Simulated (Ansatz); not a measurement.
# MnO: geometry relaxation (part 2 of 2)

The same run, continued: MnO (P6₃mc, 4 atoms in the cell); DFT PBEsol, scalar-relativistic, plane waves, PAW (Ansatz 0.2.0); cutoff 420 eV, 12×12×8 k-mesh, Gaussian smearing of 0.1 eV, collinear spins. The structure derives from an entry of the Crystallography Open Database. The run did not end well. It belongs to a series of runs on one base structure; here: volume × 0.88, shape and atoms relaxed.

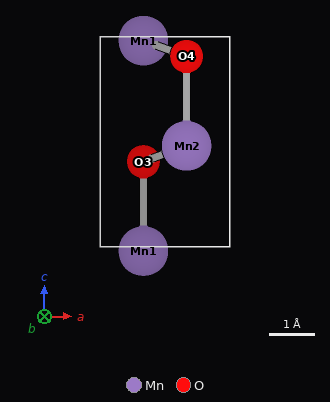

The geometry at step 3 of the log (ball-and-stick view of the cell of the calculation, along the b axis; atoms are numbered from 1 in the order of the input).

The program's output, continued:
```
SCF iter   1: F=—  HF=-8858.489321 eV  |F-HF|=—  |Δ(HF+E_count)|=         —  Δρ=1.71e-2 (↑1.71e-2 ↓1.39e-2)  dr2=1.01e-1  dr2_m=6.27e-2  M=9.272 μB ∫|m|=9.272 μB  β_m=0.30  ethr=2.40e-4  ⟨swp⟩=1.9  Hψ=36998  notcnv=0
preconditioner: auto → Kerker (q_TF=auto, 2.681 Å⁻¹)  [metal: Δε(μ)=0.019 eV  Ē_g=11.394 eV  σ=0.100 eV  W_gap=0.11  n_scr=20 (ndim 8)  ℏωp=27.7 eV  f_vac=0.056  D(μ)=2.40/eV (n_scr^D=22)]
spin=Collinear: Kerker preconditioning applied to the charge; magnetization (m = ρ↑ − ρ↓) channel mixes plain (no charge-response kernel on spin).
SCF iter   2: F=—  HF=-8858.477127 eV  |F-HF|=—  |Δ(HF+E_count)|=   1.22e-2  Δρ=1.24e-2 (↑1.24e-2 ↓1.02e-2)  dr2=5.41e-2  dr2_m=3.40e-2  M=9.259 μB ∫|m|=9.259 μB  β_m=0.65  ethr=2.40e-4  ⟨swp⟩=1.9  Hψ=8857  notcnv=0
SCF iter   3: F=—  HF=-8858.466630 eV  |F-HF|=—  |Δ(HF+E_count)|=   1.05e-2  Δρ=1.98e-3 (↑1.98e-3 ↓1.75e-3)  dr2=1.76e-3  dr2_m=3.60e-4  M=9.214 μB ∫|m|=9.214 μB  β_m=0.82  ethr=1.29e-4  ⟨swp⟩=2.8  Hψ=11306  notcnv=0
SCF iter   4: F=—  HF=-8858.466987 eV  |F-HF|=—  |Δ(HF+E_count)|=   3.57e-4  Δρ=1.36e-3 (↑1.36e-3 ↓4.01e-4)  dr2=5.01e-4  dr2_m=2.14e-4  M=9.220 μB ∫|m|=9.220 μB  β_m=0.68  ethr=4.19e-6  ⟨swp⟩=2.7  Hψ=13509  notcnv=0
SCF iter   5: F=—  HF=-8858.466658 eV  |F-HF|=—  |Δ(HF+E_count)|=   3.29e-4  Δρ=1.84e-4 (↑1.77e-4 ↓1.84e-4)  dr2=5.29e-5  dr2_m=1.12e-6  M=9.213 μB ∫|m|=9.213 μB  β_m=0.80  ethr=1.19e-6  ⟨swp⟩=2.2  Hψ=9737  notcnv=0
SCF iter   6: F=—  HF=-8858.466653 eV  |F-HF|=—  |Δ(HF+E_count)|=   5.11e-6  Δρ=9.34e-5 (↑9.34e-5 ↓8.83e-5)  dr2=6.78e-6  dr2_m=1.64e-6  M=9.213 μB ∫|m|=9.213 μB  β_m=0.90  ethr=1.26e-7  ⟨swp⟩=2.0  Hψ=8603  notcnv=0
SCF iter   7: F=—  HF=-8858.466657 eV  |F-HF|=—  |Δ(HF+E_count)|=   4.09e-6  Δρ=3.71e-5 (↑3.71e-5 ↓2.39e-5)  dr2=1.11e-6  dr2_m=1.14e-7  M=9.213 μB ∫|m|=9.213 μB  β_m=0.93  ethr=1.62e-8  ⟨swp⟩=2.0  Hψ=9665  notcnv=0
SCF iter   8: F=—  HF=-8858.466657 eV  |F-HF|=—  |Δ(HF+E_count)|=   1.28e-7  Δρ=1.08e-5 (↑1.08e-5 ↓8.46e-6)  dr2=1.39e-7  dr2_m=5.92e-9  M=9.213 μB ∫|m|=9.213 μB  β_m=0.97  ethr=2.65e-9  ⟨swp⟩=2.3  Hψ=9878  notcnv=0
SCF iter   9: F=-8858.466657 eV  HF=-8858.466657 eV  |F-HF|=8.44e-9  |Δ(HF+E_count)|=   6.62e-8  Δρ=5.57e-6 (↑3.89e-6 ↓5.57e-6)  dr2=3.10e-8  dr2_m=4.74e-9  M=9.213 μB ∫|m|=9.213 μB  ethr=3.32e-10  ⟨swp⟩=3.9  Hψ=28379  notcnv=0
SCF 5 converged in 9 iterations: F = -8858.466657 eV  dr2 = 3.10e-8
relax step   5: F+E_penalty+E_count = -8858.46665678 eV  Δ(F+E_penalty+E_count) = -1.536e-1 eV  max|allowed force component| = 7.640e-2 eV/Å  Δτ_max = 0.0942 Å  P = +3.391 GPa  Ω = 46.640 Å³  energy of the carried Pulay correction = -2.860e-17 eV  fix = [volume]  reactions: volume +3.391 GPa  (9 SCF iters, dr2 threshold 4.00e-7 eV, accepted)
Basis set: ecut = 420 eV, 889 PW (Γ), exchange–correlation on 48×48×72 points (8 copies of the dense FFT grid, shifted against one another)
iter 1 solved again at ethr=1.16e-4 eV; its pass at ethr=3.10e-3 eV (dr2=4.88e-2 eV) is discarded
SCF iter   1: F=—  HF=-8858.336442 eV  |F-HF|=—  |Δ(HF+E_count)|=         —  Δρ=1.12e-2 (↑1.12e-2 ↓9.82e-3)  dr2=4.96e-2  dr2_m=3.15e-2  M=9.019 μB ∫|m|=9.019 μB  β_m=0.30  ethr=1.16e-4  ⟨swp⟩=2.2  Hψ=40142  notcnv=0
preconditioner: auto → Kerker (q_TF=auto, 2.681 Å⁻¹)  [metal: Δε(μ)=0.018 eV  Ē_g=11.436 eV  σ=0.100 eV  W_gap=0.10  n_scr=20 (ndim 8)  ℏωp=27.7 eV  f_vac=0.070  D(μ)=1.99/eV (n_scr^D=20)]
spin=Collinear: Kerker preconditioning applied to the charge; magnetization (m = ρ↑ − ρ↓) channel mixes plain (no charge-response kernel on spin).
SCF iter   2: F=—  HF=-8858.330563 eV  |F-HF|=—  |Δ(HF+E_count)|=   5.88e-3  Δρ=7.52e-3 (↑7.52e-3 ↓7.18e-3)  dr2=2.81e-2  dr2_m=1.48e-2  M=9.022 μB ∫|m|=9.022 μB  β_m=0.64  ethr=1.16e-4  ⟨swp⟩=1.5  Hψ=6362  notcnv=0
SCF iter   3: F=—  HF=-8858.330602 eV  |F-HF|=—  |Δ(HF+E_count)|=   3.92e-5  Δρ=1.66e-3 (↑1.04e-3 ↓1.66e-3)  dr2=1.17e-3  dr2_m=1.79e-4  M=9.010 μB ∫|m|=9.010 μB  β_m=0.77  ethr=6.69e-5  ⟨swp⟩=2.3  Hψ=11220  notcnv=0
SCF iter   4: F=—  HF=-8858.331734 eV  |F-HF|=—  |Δ(HF+E_count)|=   1.13e-3  Δρ=6.10e-4 (↑3.32e-4 ↓6.10e-4)  dr2=1.90e-4  dr2_m=5.63e-5  M=9.001 μB ∫|m|=9.001 μB  β_m=0.88  ethr=2.78e-6  ⟨swp⟩=2.1  Hψ=9797  notcnv=0
SCF iter   5: F=—  HF=-8858.331923 eV  |F-HF|=—  |Δ(HF+E_count)|=   1.89e-4  Δρ=2.44e-4 (↑2.28e-4 ↓2.44e-4)  dr2=2.34e-5  dr2_m=1.74e-5  M=8.994 μB ∫|m|=8.994 μB  β_m=0.94  ethr=4.54e-7  ⟨swp⟩=2.5  Hψ=9664  notcnv=0
SCF iter   6: F=—  HF=-8858.331924 eV  |F-HF|=—  |Δ(HF+E_count)|=   1.11e-6  Δρ=8.37e-5 (↑8.37e-5 ↓3.95e-5)  dr2=3.14e-6  dr2_m=3.74e-7  M=8.992 μB ∫|m|=8.992 μB  β_m=0.97  ethr=5.56e-8  ⟨swp⟩=2.2  Hψ=9613  notcnv=0
SCF iter   7: F=—  HF=-8858.331926 eV  |F-HF|=—  |Δ(HF+E_count)|=   1.06e-6  Δρ=4.56e-5 (↑4.56e-5 ↓1.36e-5)  dr2=7.84e-7  dr2_m=2.06e-7  M=8.993 μB ∫|m|=8.993 μB  β_m=0.91  ethr=7.48e-9  ⟨swp⟩=2.9  Hψ=11674  notcnv=0
SCF iter   8: F=-8858.331925 eV  HF=-8858.331925 eV  |F-HF|=1.78e-7  |Δ(HF+E_count)|=   2.65e-7  Δρ=1.59e-5 (↑8.55e-6 ↓1.59e-5)  dr2=2.34e-7  dr2_m=1.10e-8  M=8.993 μB ∫|m|=8.993 μB  ethr=9.52e-10  ⟨swp⟩=4.1  Hψ=31268  notcnv=0
SCF 6 converged in 8 iterations: F = -8858.331925 eV  dr2 = 2.34e-7
relax step   6: F+E_penalty+E_count = -8858.33192507 eV  Δ(F+E_penalty+E_count) = +1.347e-1 eV  max|allowed force component| = 1.188e0 eV/Å  Δτ_max = 0.0658 Å  P = +3.630 GPa  Ω = 46.640 Å³  fix = [volume]  (8 SCF iters, dr2 threshold 4.00e-7 eV, rejected (line search))
iter 1 solved again at ethr=1.35e-4 eV; its pass at ethr=3.10e-3 eV (dr2=5.67e-2 eV) is discarded
SCF iter   1: F=—  HF=-8858.478999 eV  |F-HF|=—  |Δ(HF+E_count)|=         —  Δρ=9.00e-3 (↑9.00e-3 ↓8.56e-3)  dr2=5.66e-2  dr2_m=1.60e-2  M=9.086 μB ∫|m|=9.086 μB  β_m=0.30  ethr=1.35e-4  ⟨swp⟩=1.6  Hψ=35719  notcnv=0
```

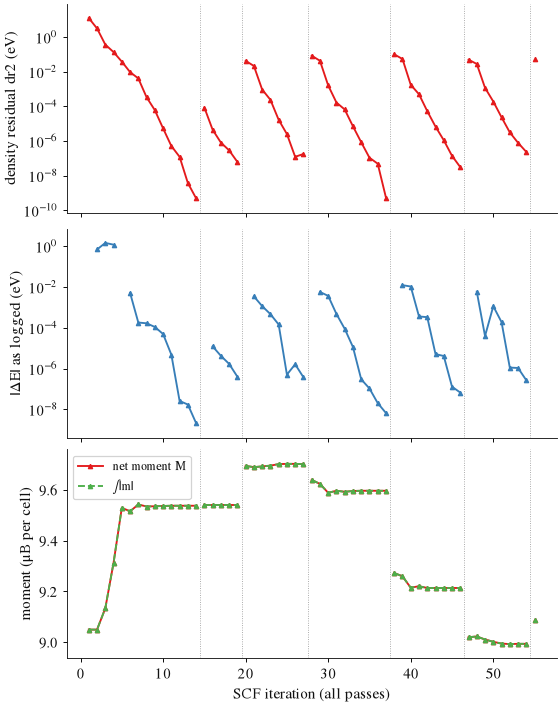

Convergence of the self-consistent field: density residual dr2, size of the energy change and magnetic moment against the SCF iteration. Dotted lines part the SCF passes that the log prints in full. The net moment goes from 9.0 to 9.1 μB per cell.

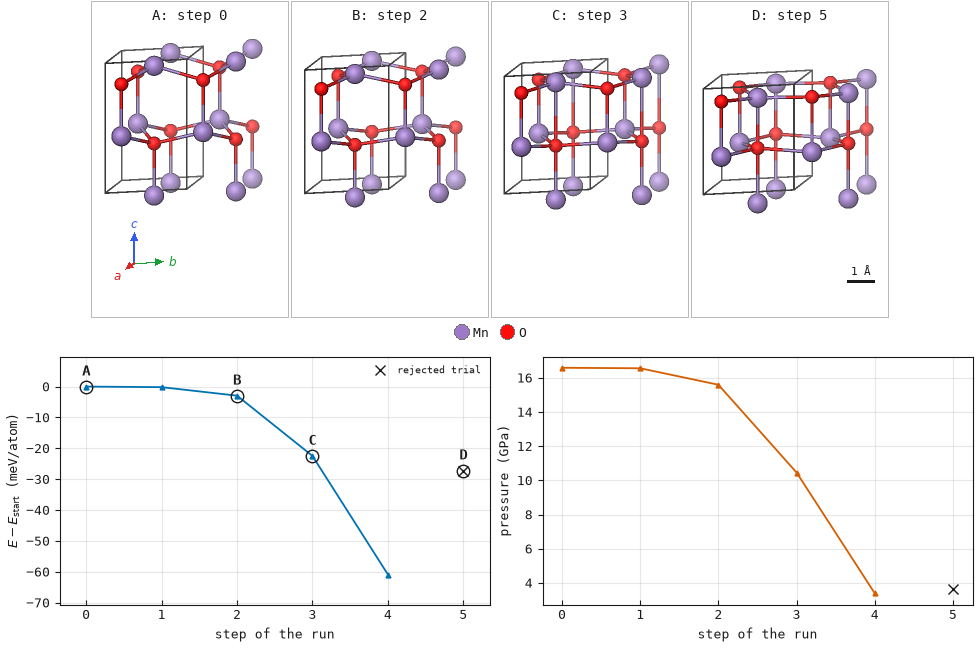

Frames of the relaxation (ball-and-stick view of the cell of the calculation, repeated 2 × 2 × 1, seen slightly off an axis) above the curves, on which the letters mark them (the first geometry is step 0 here and step 1 in the log).

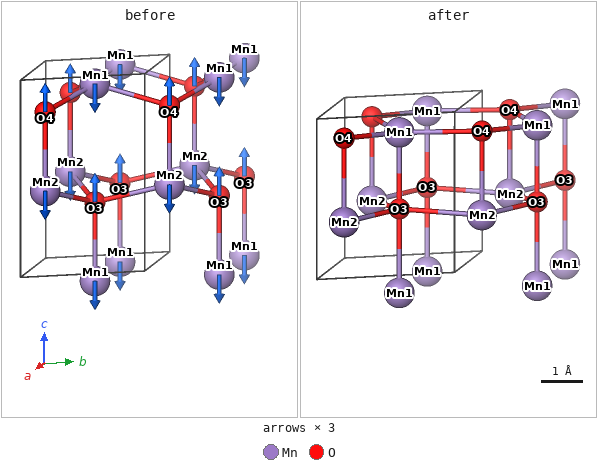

Before (left) and after (right) the relaxation, at one scale (ball-and-stick view of the cell of the calculation, repeated 2 × 2 × 1, seen slightly off an axis). The blue arrows give the displacements (without the part carried along by the change of the cell), magnified 3 times. The run was cut off at its time limit before the relaxation converged, so the last structure is only a point on the way. The largest moves relative to the cell, 0.25 Å, are those of Mn1, Mn2, O3 and O4. Largest moves by element: O 0.25 Å, Mn 0.25 Å. The drawn cell changes at constant volume: a = b 3.286 → 3.643 Å (+10.9 %), c 4.986 → 4.057 Å (−18.6 %). Among the contacts that change: Mn1–O3 2.986 → 1.934 Å, Mn1–O4 1.960 → 2.106 Å. New bonds form: Mn1–O3 (2.99 → 1.93 Å), Mn2–O4 (2.99 → 1.93 Å). Among the angles that change: Mn1–O4–Mn2 104.6° → 87.4°, O3–Mn1–O4 104.6° → 87.4°, O4–Mn1–O4 113.9° → 119.8°. The space group stays P6_3mc (No. 186). After 5 geometry steps the energy has fallen by 27.2 meV per atom. Largest force component: 0.08 eV/Å at the start, 1.2 eV/Å at the end. Pressure: 16.59 GPa at the start and 3.63 GPa at the end. The line search rejected the trial step at point 5 (counted from 0) and went back. (Atoms are counted from 1 in the order of the input.)

```
preconditioner: auto → Kerker (q_TF=auto, 2.681 Å⁻¹)  [metal: Δε(μ)=0.018 eV  Ē_g=11.386 eV  σ=0.100 eV  W_gap=0.10  n_scr=20 (ndim 8)  ℏωp=27.7 eV  f_vac=0.047  D(μ)=1.88/eV (n_scr^D=20)]
spin=Collinear: Kerker preconditioning applied to the charge; magnetization (m = ρ↑ − ρ↓) channel mixes plain (no charge-response kernel on spin).
Step cancelled. What follows is not a result of the run: it is the report of the last solve that finished, which converged after 8 SCF iterations.
Magnetization: 8.9925 μB (25.4963 up, 16.5037 down)
Absolute magnetization: 8.9925 μB (∫|ρ↑−ρ↓|, with the PAW one-centre terms)
Spin contamination: 0.0327 ħ² per cell (⟨S²⟩ above its minimum at these occupations)
Per-site moments (μB) at R_I (Å): [(3.5076071836962655, 0.7976577336062519), (3.507607183696267, 0.7976577336062519), (0.2040382227567864, 0.7976577336062519), (0.20403822275678668, 0.7976577336062519)]
Free energy (F): -8858.331925 eV
Harris-Foulkes:  -8858.331925 eV  (|F-HF|=1.78e-7)
Internal energy: -8858.322287 eV  (E = F + TS)
E sigma→0 (E₀):  -8858.327106 eV
Entropy (-TS):   -0.009638 eV (-2.409 meV/atom)
Fermi energy:    12.500636 eV
--- Per-component energies (eV) ---
  E_band       = -543.498490
  E_kinetic    = 953.751870
  E_local      = -5016.940454  (includes V_loc(G=0)·N_el)
  E_nonlocal   = 604.416519
  E_hartree    = 2036.021681
  E_xc         = -367.070264
  E_vxc        = -471.444835  (∫ρ·V_xc dr)
  E_paw        = -2858.000438  (= ΣΔE_a)
  E_vpaw       = -685.344279  (= ΣTr[D̂ρ^β])
  E_aug_tail   = 0.005087  (compensation charges beyond the density's cutoff)
  E_ewald      = -4210.916165
  E_core_change = 0.409876  (= ΣΔE_core)
  E_smearing   = -0.009638  (= −TS)
  E_closure    = 0.000000  (closes the sum)
  Σ components = -8858.331925   (vs F -8858.331925, Δ=0.00e0)
--- Forces (eV/Å), atoms counted from 1 ---
  atom   1  Mn    -0.00000000    -0.00000000     1.18793372
  atom   2  Mn    -0.00000000    -0.00000000     1.18793372
  atom   3  O      0.00000000     0.00000000    -1.18773103
  atom   4  O      0.00000000     0.00000000    -1.18773103
  max |Σ_I F_I| component: 4.05e-4 eV/Å
--- Stress (GPa, compression-positive) ---
       -0.922334      -0.000000       0.000000
       -0.000000      -0.922334      -0.000000
        0.000000      -0.000000      10.963682
  P = ⅓ Tr σ = 3.0397 GPa (30.397 kbar)
--- Band table (eV; the first three rows and the last of 190) ---
  k-point 0 ↑: bands = ["-68.8041", "-68.7839", "-37.7716", "-37.7071", "-37.7071", "-37.6685", "-37.6615", "-37.6615", "-8.4372", "-7.3881", "5.2366", "5.5282", "5.5282", "6.0028", "6.0028", "7.8258", "9.0172", "9.0172", "9.9074", "10.3076", "10.3076", "11.1057", "11.7944", "11.7944", "11.9322", "12.1245", "12.1245", "18.0522", "20.8313", "21.8620", "21.8620"]
  k-point 1 ↑: bands = ["-68.8033", "-68.7847", "-37.7681", "-37.7053", "-37.7053", "-37.6729", "-37.6632", "-37.6632", "-8.3714", "-7.3935", "5.0610", "5.5010", "5.5010", "5.9174", "5.9174", "7.2460", "9.1625", "9.1625", "10.0524", "10.3462", "10.3462", "11.2260", "11.8161", "11.8161", "12.1328", "12.1328", "12.5327", "17.8043", "21.3214", "21.7754", "21.7754"]
  k-point 2 ↑: bands = ["-68.8011", "-68.7869", "-37.7581", "-37.7003", "-37.7003", "-37.6851", "-37.6680", "-37.6680", "-8.1913", "-7.4262", "4.7166", "5.4432", "5.4432", "5.7309", "5.7309", "6.1946", "9.5122", "9.5122", "10.3272", "10.4090", "10.4090", "11.3896", "11.8869", "11.8869", "12.1523", "12.1523", "13.7809", "17.3403", "21.5844", "21.5844", "22.5245"]
  k-point 94 ↓: bands = ["-64.4031", "-64.4031", "-33.5616", "-33.5616", "-33.3258", "-33.3258", "-33.3130", "-33.3130", "-7.0131", "-7.0131", "4.9213", "4.9213", "6.4497", "6.4497", "7.1488", "7.1488", "12.7249", "12.7249", "14.2279", "14.2279", "14.3330", "14.3330", "14.5561", "14.5561", "16.2675", "16.2675", "19.7557", "19.7557", "20.5053", "20.5053", "22.8057"]
End of that report.
Error: SIGTERM received: cancelled by the caller after 1 completed SCF iterations
```

Trajectory as extended XYZ (Å, eV, eV/Å), 6 frames, from step=1 to step=6:
```
4
Lattice="3.2865 0.0000 0.0000 -1.6432 2.8462 0.0000 0.0000 0.0000 4.9862" Properties=species:S:1:pos:R:3:forces:R:3 step=1 energy=-8858.22315 pressure_GPa=16.59
Mn    0.0000    1.8974   -0.0369    0.0000   0.0000  -0.0804
Mn    1.6432    0.9487    2.4562    0.0000   0.0000  -0.0804
O     0.0000    1.8974    1.9637    0.0000   0.0000   0.0804
O     1.6432    0.9487    4.4568    0.0000   0.0000   0.0804
4
Lattice="3.2893 0.0000 0.0000 -1.6446 2.8486 0.0000 0.0000 0.0000 4.9778" Properties=species:S:1:pos:R:3:forces:R:3 step=2 energy=-8858.22391 pressure_GPa=16.56
Mn    0.0000    1.8991   -0.0395    0.0000   0.0000  -0.0750
Mn    1.6446    0.9495    2.4494    0.0000   0.0000  -0.0750
O     0.0000    1.8991    1.9630    0.0000   0.0000   0.0751
O     1.6446    0.9495    4.4519    0.0000   0.0000   0.0751
4
Lattice="3.3701 0.0000 0.0000 -1.6851 2.9186 0.0000 0.0000 0.0000 4.7417" Properties=species:S:1:pos:R:3:forces:R:3 step=3 energy=-8858.23495 pressure_GPa=15.59
Mn    0.0000    1.9457   -0.0924    0.0000   0.0000  -0.2398
Mn    1.6851    0.9729    2.2785    0.0000   0.0000  -0.2398
O     0.0000    1.9457    1.9247    0.0000   0.0000   0.2397
O     1.6851    0.9729    4.2956    0.0000   0.0000   0.2397
4
Lattice="3.4564 0.0000 0.0000 -1.7282 2.9934 0.0000 0.0000 0.0000 4.5078" Properties=species:S:1:pos:R:3:forces:R:3 step=4 energy=-8858.31304 pressure_GPa=10.45
Mn    0.0000    1.9956   -0.1640    0.0000   0.0000  -0.4194
Mn    1.7282    0.9978    2.0899    0.0000   0.0000  -0.4194
O     0.0000    1.9956    1.9060    0.0000   0.0000   0.4194
O     1.7282    0.9978    4.1599    0.0000   0.0000   0.4194
4
Lattice="3.5484 0.0000 0.0000 -1.7742 3.0730 0.0000 0.0000 0.0000 4.2772" Properties=species:S:1:pos:R:3:forces:R:3 step=5 energy=-8858.46666 pressure_GPa=3.39
Mn    0.0000    2.0487   -0.2364    0.0000   0.0000  -0.0764
Mn    1.7742    1.0243    1.9022    0.0000   0.0000  -0.0764
O     0.0000    2.0487    1.8893    0.0000   0.0000   0.0764
O     1.7742    1.0243    4.0279    0.0000   0.0000   0.0764
4
Lattice="3.6434 0.0000 0.0000 -1.8217 3.1553 0.0000 0.0000 0.0000 4.0571" Properties=species:S:1:pos:R:3:forces:R:3 step=6 energy=-8858.33193 pressure_GPa=3.63 accepted=F
Mn    0.0000    2.1035   -0.2778    0.0000   0.0000   1.1879
Mn    1.8217    1.0518    1.7508    0.0000   0.0000   1.1879
O     0.0000    2.1035    1.8456    0.0000   0.0000  -1.1877
O     1.8217    1.0518    3.8742    0.0000   0.0000  -1.1877
```

The run was set up as follows.

Input file:
```yaml
crystal:
  lattice:
    - [3.2864703863, 0.0, 0.0]
    - [-1.6432351931, 2.8461668434, 0.0]
    - [0.0, 0.0, 4.9862040535]
  atoms:
    - { symbol: Mn, position: [0.3333333333, 0.6666666667, -0.0073983722], spin: 4.32 }
    - { symbol: Mn, position: [0.6666666667, 0.3333333333, 0.4926016278], spin: 4.32 }
    - { symbol: O, position: [0.3333333333, 0.6666666667, 0.3938283722], spin: 0.25 }
    - { symbol: O, position: [0.6666666667, 0.3333333333, 0.8938283722], spin: 0.25 }
basis:
  ecutwfc: 420
kpoints:
  mp_grid: { grid: [12, 12, 8] }
hamiltonian:
  xc: pbesol
scf:
  occupations: { method: gaussian, width: 0.1 }
output:
  forces: true
  stress: true
  eigenvalues: true
  populations: true
magnetization:
  spin_polarized: true
relax:
  adjacent_minimum: "off"
  f_tol: 0.01
  max_steps: 30
  cell: { stress_tol: 0.1, fix: [volume] }
```

Launch command:
```bash
ansatz run input.yaml --threads 1 --pin off --max-ram 2560MiB --backend cpu --events-out ev --progress --plain --runs-dir out
```

What the run reported:

```json
{"quantity": "outcome", "value": "stopped at the time limit"}
{"quantity": "space group (tolerance 0.01 Å)", "value": "P6₃mc (186)"}
{"quantity": "final cell", "value": "a = 3.643 Å, b = 3.643 Å, c = 4.057 Å, α = 90.00°, β = 90.00°, γ = 120.00°"}
{"quantity": "hardware", "value": "1 thread of Arm Neoverse V1, 24 GiB of memory available, shared host"}
{"quantity": "wall time", "value": "4.7 min"}
{"quantity": "peak memory", "value": "0.52 GiB"}
```

What went wrong:

The run was cut off by its time limit, so the output is incomplete.
